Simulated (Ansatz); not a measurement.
# Run report: B$_{16}$N$_{16}$, single-point calculation (part 1 of 2)

- system: B$_{16}$N$_{16}$ (slab, 32 atoms in the cell)
- method: DFT, HSE06, PAW, plane waves (Ansatz 0.2.0)

The structure is a generated slab. Figures and captions count atoms from 1; the log counts them from 0 in places.

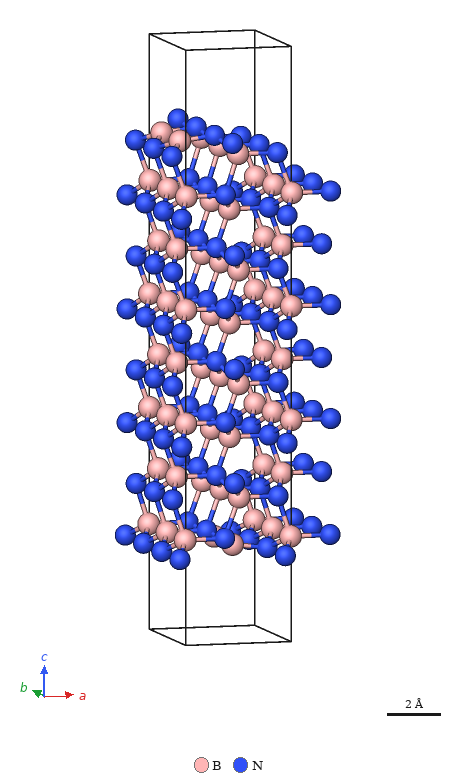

*The structure (ball-and-stick view of the 1 × 2 repeat of the cell, with the vacuum cut short, seen slightly off an axis; bonded neighbours outside the cell are drawn too).*

Near neighbours in the crystal (not all of them lie inside the picture): B has 4 N at 1.51 to 1.68 Å; B has 3 N at 1.39 to 1.50 Å; N has 4 B at 1.50 to 1.68 Å; N has 3 B at 1.39 to 1.51 Å.

**The input**
```yaml
crystal:
  lattice:
    - [0.000000, 0.000000, 4.203291]
    - [2.540997, 0.000000, 0.000000]
    - [0.000000, 29.137497, 0.000000]
  atoms:
    - { symbol: B, position: [0.994203, 0.998170, 0.244725] }
    - { symbol: B, position: [0.998772, 0.498164, 0.323383] }
    - { symbol: B, position: [0.000345, 0.998154, 0.399196] }
    - { symbol: B, position: [0.000689, 0.498185, 0.474725] }
    - { symbol: B, position: [0.000870, 0.998169, 0.550235] }
    - { symbol: B, position: [0.001647, 0.498180, 0.625662] }
    - { symbol: B, position: [0.005451, 0.998167, 0.700440] }
    - { symbol: B, position: [0.030169, 0.498166, 0.768915] }
    - { symbol: B, position: [0.530173, 0.498189, 0.230818] }
    - { symbol: B, position: [0.505456, 0.998143, 0.299290] }
    - { symbol: B, position: [0.501670, 0.498150, 0.374067] }
    - { symbol: B, position: [0.500883, 0.998184, 0.449495] }
    - { symbol: B, position: [0.500675, 0.498161, 0.525005] }
    - { symbol: B, position: [0.500312, 0.998185, 0.600532] }
    - { symbol: B, position: [0.498763, 0.498199, 0.676346] }
    - { symbol: B, position: [0.494209, 0.998149, 0.755004] }
    - { symbol: N, position: [0.368480, 0.998188, 0.245194] }
    - { symbol: N, position: [0.374840, 0.498131, 0.323219] }
    - { symbol: N, position: [0.375198, 0.998146, 0.399027] }
    - { symbol: N, position: [0.375215, 0.498188, 0.474619] }
    - { symbol: N, position: [0.375236, 0.998169, 0.550128] }
    - { symbol: N, position: [0.375276, 0.498185, 0.625544] }
    - { symbol: N, position: [0.375081, 0.998211, 0.700836] }
    - { symbol: N, position: [0.358254, 0.498156, 0.774694] }
    - { symbol: N, position: [0.858243, 0.498176, 0.225036] }
    - { symbol: N, position: [0.875088, 0.998180, 0.298893] }
    - { symbol: N, position: [0.875309, 0.498162, 0.374184] }
    - { symbol: N, position: [0.875251, 0.998187, 0.449602] }
    - { symbol: N, position: [0.875206, 0.498161, 0.525111] }
    - { symbol: N, position: [0.875159, 0.998180, 0.600704] }
    - { symbol: N, position: [0.874822, 0.498183, 0.676509] }
    - { symbol: N, position: [0.868481, 0.998137, 0.754537] }
kpoints:
  mp_grid: { grid: [3, 4, 1] }
hamiltonian:
  xc: hse06
scf:
  occupations: { method: fermi_dirac, width: 0.01 }
output:
  forces: true
  eigenvalues: true
  populations: true
  eigenstates: { kpoints: [[0, 0, 0]], e_range: [-4.0, 4.0], localisation: true }
```

Run on 8 threads of Arm Neoverse-V1, 18 GiB of memory available, shared host.

Command:
```bash
ansatz run in.yaml --threads 8 --pin off --max-ram 17100MiB --runs-dir r --events-out ev --progress --plain
```

**The program's output**
```
Pseudopotentials: kind: paw
Functional definition: HSE06
  parameter a = 0.25
  parameter omega = 0.11/bohr
  exchange = pbe_x - a*pbe_x_sr(omega) + a*exact_x_sr(omega)
  correlation = pbe_c
Crystal: 32 atoms, lattice volume = 311.204 Å³
Basis set: ecut = 420 eV, 6063 PW (Γ), exchange–correlation on 60×36×400 points (8 copies of the dense FFT grid, shifted against one another)
Bands: 96, of which v1, the nominal top of the filled ones, is band 64 counted from 1 (63 counted from 0)
Symmetry: 1 space group operations
Space group: P1 (ITA 1), of the structure as read, at distance tolerance 6.8e-5 Å
k-points: 7 of 12 (time reversal used)
Non-local potential: B, projectors of the file, l = 0: 2, l = 1: 2, l = 2: 1
Non-local potential: N, projectors of the file, l = 0: 2, l = 1: 2, l = 2: 1
PAW form: soft (Blöchl's): semilocal exchange-correlation on the pseudo side does not see the compensation charge
PAW frozen core: B, regenerated for the run's functional, and the local potential with it (the file was generated under x = pbe(κ = 0.804, μ = 0.2195149727645171), c = pbe(β = 0.06672455060314922))
PAW frozen core: N, regenerated for the run's functional, and the local potential with it (the file was generated under x = pbe(κ = 0.804, μ = 0.2195149727645171), c = pbe(β = 0.06672455060314922))
PAW one-centre angular grid: B, 110 points (default); XC on 64 Gauss nodes
PAW one-centre angular grid: N, 110 points (default); XC on 64 Gauss nodes
Initial density: superposition of atomic densities (neutral atoms: chi_scale 0, normalization atom), corrected by the library's trained network
Initial wavefunctions: pseudopotential atomic-orbital guess
Functional: x = pbe(κ = 0.804, μ = 0.2195149727645171), c = pbe(β = 0.06672455060314922), warm-up for x = pbe(κ = 0.804, μ = 0.2195149727645171) + 0.25 (exact − pbe) at short range (hse, ω = 0.20786987370883472 Å⁻¹), c = pbe(β = 0.06672455060314922); HSE06 as pw.x's `hse` composes it (authors' and Libxc's form: `xc: wpbeh`)
SCF iter   1: F=—  HF=-8672.987137 eV  |F-HF|=—  |Δ(HF+E_count)|=         —  Δρ=4.69e-3  dr2=5.93e-2  ethr=1.77e-3  ⟨swp⟩=12.1  Hψ=3889  notcnv=0
preconditioner: auto → none  [insulator: Δε(μ)=3.994 eV  Ē_g=16.942 eV  σ=0.010 eV  W_gap=1.00  n_scr=54 (ndim 8)  ℏωp=23.8 eV  f_vac=0.362  D(μ)=0.00/eV (n_scr^D=0)]
SCF iter   2: F=—  HF=-8672.986105 eV  |F-HF|=—  |Δ(HF+E_count)|=   1.03e-3  Δρ=2.53e-3  dr2=2.74e-2  ethr=4.63e-5  ⟨swp⟩=8.6  Hψ=2334  notcnv=0  defer=1
SCF iter   3: F=—  HF=-8672.982012 eV  |F-HF|=—  |Δ(HF+E_count)|=   4.09e-3  Δρ=1.32e-3  dr2=3.80e-3  ethr=2.14e-5  ⟨swp⟩=8.1  Hψ=2130  notcnv=0
SCF iter   4: F=-8672.982722 eV  HF=-8672.982940 eV  |F-HF|=2.18e-4  |Δ(HF+E_count)|=   9.28e-4  Δρ=5.73e-4  dr2=7.67e-4  ethr=2.97e-6  ⟨swp⟩=8.4  Hψ=2032  notcnv=0  defer=1
SCF 1 stopped early in 4 iterations: F = -8672.982722 eV  dr2 = 7.67e-4
  greatest PAW one-centre occupation: 0.797 electrons in one spin orbital (limit 2), on the N atom at site 24 (counted from 0), in its partial waves of l = 0
Initial density: handed on by an earlier stage of this run
Initial wavefunctions: those handed on with the density
Functional: x = pbe(κ = 0.804, μ = 0.2195149727645171) + 0.25 (exact − pbe) at short range (hse, ω = 0.20786987370883472 Å⁻¹), c = pbe(β = 0.06672455060314922); HSE06 as pw.x's `hse` composes it (authors' and Libxc's form: `xc: wpbeh`)
Exchange kernel: α = 0.2500, screened, ω = 0.2079 Å⁻¹, Wigner–Seitz truncation, v(0) = 981.6652 eV·Å³, q-mesh 3×4×1, nearest image of the exchange supercell L = 10.16 Å, pair-density grid 24×15×144, without the augmentation charges, whose exchange is taken in its separable form by FFT convolution over the k-point mesh (sized by the pseudopotential files, 30×18×200 at the most), smooth part of the
Frozen-core exchange: fock
SCF iter   1: F=—  HF=-8675.549782 eV  |F-HF|=—  |Δ(HF+E_count)|=         —  Δρ=7.27e-3  dr2=9.42e-2  ethr=5.99e-6  ⟨swp⟩=16.4  Hψ=3782  notcnv=0
preconditioner: auto → none  [insulator: Δε(μ)=5.361 eV  Ē_g=19.236 eV  σ=0.010 eV  W_gap=1.00  n_scr=54 (ndim 8)  ℏωp=23.8 eV  f_vac=0.362  D(μ)=0.00/eV (n_scr^D=0)]
SCF iter   2: F=—  HF=-8675.514616 eV  |F-HF|=—  |Δ(HF+E_count)|=   3.52e-2  Δρ=3.40e-3  dr2=1.63e-2  ethr=5.99e-6  ⟨swp⟩=6.3  Hψ=2290  notcnv=0
SCF iter   3: F=—  HF=-8675.547513 eV  |F-HF|=—  |Δ(HF+E_count)|=   3.29e-2  Δρ=1.66e-3  dr2=8.02e-3  ethr=5.99e-6  ⟨swp⟩=7.0  Hψ=2222  notcnv=0
iter 4 solved again at ethr=4.15e-7 eV; its pass at ethr=5.99e-6 eV (dr2=5.31e-4 eV) is discarded
SCF iter   4: F=—  HF=-8675.545019 eV  |F-HF|=—  |Δ(HF+E_count)|=   2.49e-3  Δρ=2.98e-4  dr2=6.35e-4  ethr=4.15e-7  ⟨swp⟩=2.0  Hψ=3030  notcnv=0
SCF iter   5: F=—  HF=-8675.544896 eV  |F-HF|=—  |Δ(HF+E_count)|=   1.23e-4  Δρ=1.07e-4  dr2=1.83e-4  ethr=4.15e-7  ⟨swp⟩=5.4  Hψ=1594  notcnv=0
SCF iter   6: F=—  HF=-8675.545402 eV  |F-HF|=—  |Δ(HF+E_count)|=   5.06e-4  Δρ=2.12e-4  dr2=1.49e-4  ethr=8.13e-8  ⟨swp⟩=6.4  Hψ=1803  notcnv=0  defer=1
SCF iter   7: F=-8675.545356 eV  HF=-8675.545360 eV  |F-HF|=4.75e-6  |Δ(HF+E_count)|=   4.18e-5  Δρ=4.50e-5  dr2=1.22e-5  ethr=8.13e-8  ⟨swp⟩=3.0  Hψ=1234  notcnv=0
SCF 2 stopped early in 7 iterations: F = -8675.545356 eV  dr2 = 1.22e-5
  Residual-converged pass: ⟨swp⟩=5.0  Hψ=2028  notcnv=0  max |occ|·‖R‖ = 6.5e-6 eV (tolerance 6.7e-6 eV)  dr2=1.18e-5  dr2_onsite=2.43e-7  max |Δocc| = 0.0e0
  greatest PAW one-centre occupation: 0.800 electrons in one spin orbital (limit 2), on the N atom at site 23 (counted from 0), in its partial waves of l = 0
hybrid outer 1: dexx = +3.975e-2 eV, tail = 1.06e-4 eV
SCF iter   1: F=—  HF=-8675.545672 eV  |F-HF|=—  |Δ(HF+E_count)|=         —  Δρ=4.82e-5  dr2=7.59e-6  ethr=4.16e-7  ⟨swp⟩=10.3  Hψ=1898  notcnv=0
preconditioner: auto → none  [insulator: Δε(μ)=5.345 eV  Ē_g=19.229 eV  σ=0.010 eV  W_gap=1.00  n_scr=54 (ndim 8)  ℏωp=23.8 eV  f_vac=0.362  D(μ)=0.00/eV (n_scr^D=0)]
SCF iter   2: F=—  HF=-8675.545671 eV  |F-HF|=—  |Δ(HF+E_count)|=   1.08e-6  Δρ=1.50e-5  dr2=5.44e-7  ethr=4.17e-9  ⟨swp⟩=3.0  Hψ=1455  notcnv=0
SCF iter   3: F=—  HF=-8675.545672 eV  |F-HF|=—  |Δ(HF+E_count)|=   1.29e-6  Δρ=9.24e-6  dr2=1.48e-7  ethr=2.34e-10  ⟨swp⟩=6.6  Hψ=1926  notcnv=0  defer=14
SCF iter   4: F=-8675.545672 eV  HF=-8675.545672 eV  |F-HF|=1.03e-8  |Δ(HF+E_count)|=   1.75e-8  Δρ=2.80e-6  dr2=1.57e-8  ethr=9.70e-11  ⟨swp⟩=4.4  Hψ=1431  notcnv=0  defer=10
SCF 3 converged in 4 iterations: F = -8675.545672 eV  dr2 = 1.57e-8
  Residual-converged pass: ⟨swp⟩=4.0  Hψ=1601  notcnv=0  max |occ|·‖R‖ = 1.7e-6 eV (tolerance 1.8e-6 eV)  dr2=1.69e-8  dr2_onsite=1.68e-9  max |Δocc| = 0.0e0
  greatest PAW one-centre occupation: 0.800 electrons in one spin orbital (limit 2), on the N atom at site 24 (counted from 0), in its partial waves of l = 0
```

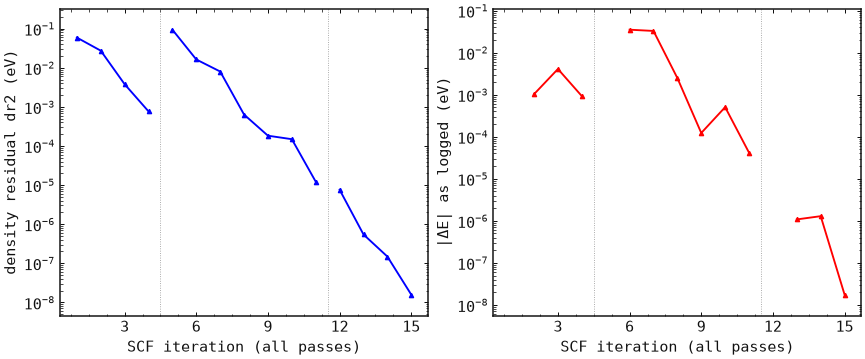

*Convergence of the self-consistent field: density residual dr2 and size of the energy change against the SCF iteration. The run starts with a semilocal functional; after that each stretch between dotted lines is one SCF of the hybrid functional between two exact rebuilds of the exchange operator by the outer loop. Early passes are stopped at a loose threshold.*

The passes take 4, 7 and 4 iterations.

```
hybrid outer 2: dexx = +1.673e-6 eV, tail = 6.70e-8 eV, Δε = 2.56e-3 eV (about 6.96e-5 eV left of the loop's levels), ΔF = 8.22e-3 eV/Å (tail 8.40e-4)
NSCF: frozen V_eff on 1 k-points
hybrid SCF converged: 2 outer / 11 inner (+4 warm-up), last move |dexx| = 1.67e-6 eV, tail = 6.70e-8 eV
Stability not checked: this state was not tested for a lower state beside it, because the functional holds exact exchange (a hybrid, or Hartree-Fock), whose exchange loop this test does not read (fock_operator; see scf.lower_state_search)
Free energy (F): -8675.545672 eV
Harris-Foulkes:  -8675.545672 eV  (|F-HF|=1.03e-8)
Internal energy: -8675.545672 eV  (E = F + TS)
E sigma→0 (E₀):  -8675.545672 eV
Fermi energy:    6.089766 eV
--- Per-component energies (eV) ---
  E_band       = -654.373917
  E_kinetic    = 2968.760255
  E_local      = -109803.001984  (includes V_loc(G=0)·N_el)
  E_nonlocal   = 891.928495
  E_hartree    = 53852.954952
  E_xc         = -1209.186741
  E_vxc        = -1488.602819  (∫ρ·V_xc dr)
  E_exx        = -312.497832  (= α·E_x^exact, valence–valence)
  E_paw        = -3277.096063  (= ΣΔE_a)
  E_vpaw       = -304.374695  (= ΣTr[D̂ρ^β])
  E_aug_tail   = 0.001613  (compensation charges beyond the density's cutoff)
  E_ewald      = 48213.146902
  E_core_change = -0.555251  (= ΣΔE_core)
  E_smearing   = -0.000000  (= −TS)
  E_closure    = -0.000018  (closes the sum)
  Σ components = -8675.545672   (vs F -8675.545672, Δ=3.64e-12)
```
